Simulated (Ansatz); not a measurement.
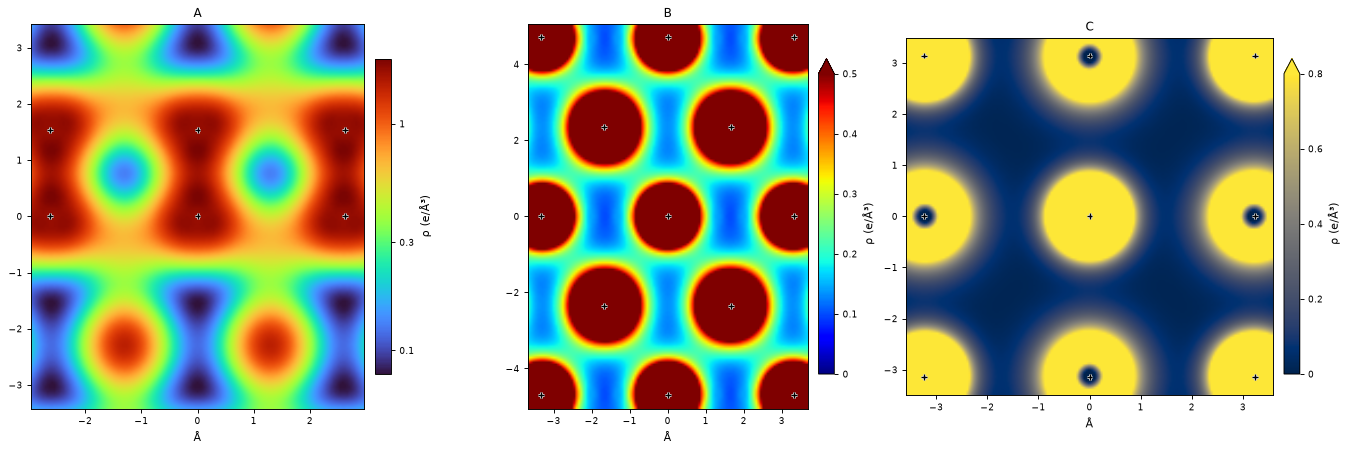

The valence electron density of 3 systems, each on a plane through atoms (crosses mark nuclei in the plane).

Level of theory: Ansatz, DFT, PBE, plane waves, PAW.

System 1: C, the (100) plane of the conventional cell. Space group R-3m; started from the diamond prototype, which need not be the ambient phase; changed on purpose from its base cell (epitaxial 111 strain +4.0%); computed pressure about −24 GPa in this cell.

```cif
data_structure
_symmetry_space_group_name_H-M 'P 1'
_symmetry_Int_Tables_number 1
_cell_length_a 2.6182
_cell_length_b 2.6182
_cell_length_c 6.1447
_cell_angle_alpha 90.000
_cell_angle_beta 90.000
_cell_angle_gamma 120.000
_cell_volume 36.48
loop_
_atom_site_label
_atom_site_type_symbol
_atom_site_fract_x
_atom_site_fract_y
_atom_site_fract_z
_atom_site_occupancy
C1 C 0.66667 0.33333 0.20827 1
C2 C 0.33333 0.66667 0.54161 1
C3 C 0.00000 0.00000 0.87494 1
C4 C 0.00000 0.00000 0.12506 1
C5 C 0.66667 0.33333 0.45839 1
C6 C 0.33333 0.66667 0.79173 1
```

System 2: KCl, the (11̄0) plane of the conventional cell. Space group I4/mmm; started from the rocksalt prototype, which need not be the ambient phase; changed on purpose from its base cell (uniaxial x strain +3.0%).

```cif
data_structure
_symmetry_space_group_name_H-M 'P 1'
_symmetry_Int_Tables_number 1
_cell_length_a 4.4475
_cell_length_b 4.4475
_cell_length_c 6.4784
_cell_angle_alpha 90.000
_cell_angle_beta 90.000
_cell_angle_gamma 90.000
_cell_volume 128.14
loop_
_atom_site_label
_atom_site_type_symbol
_atom_site_fract_x
_atom_site_fract_y
_atom_site_fract_z
_atom_site_occupancy
K1 K 0.50000 0.50000 0.50000 1
K2 K 0.00000 0.00000 0.00000 1
Cl1 Cl 0.50000 0.50000 0.00000 1
Cl2 Cl 0.00000 0.00000 0.50000 1
```

System 3: GaAs, the (110) plane of the conventional cell. Space group Pm-3m; started from the CsCl prototype, which need not be the ambient phase; computed pressure about 2 GPa in this cell.

```
CELL_PARAMETERS angstrom
3.32867 0.00000 0.00000
0.00000 3.32867 0.00000
0.00000 0.00000 3.32867
ATOMIC_POSITIONS crystal
Ga 0.00000 0.00000 0.00000
As 0.50000 0.50000 0.50000
```

Question: Which map belongs to which system?

Answer: Panel A is system 1, C: the plane holds C. C–C (1.54 Å): ρ at the midpoint is about 1.7 e/Å³. Panel B is system 3, GaAs: the plane holds Ga and As. Ga–As (2.88 Å): ρ at the midpoint is about 0.22 e/Å³. Panel C is system 2, KCl: the plane holds K and Cl. K–Cl (3.14 Å): ρ at the midpoint is about 0.09 e/Å³.
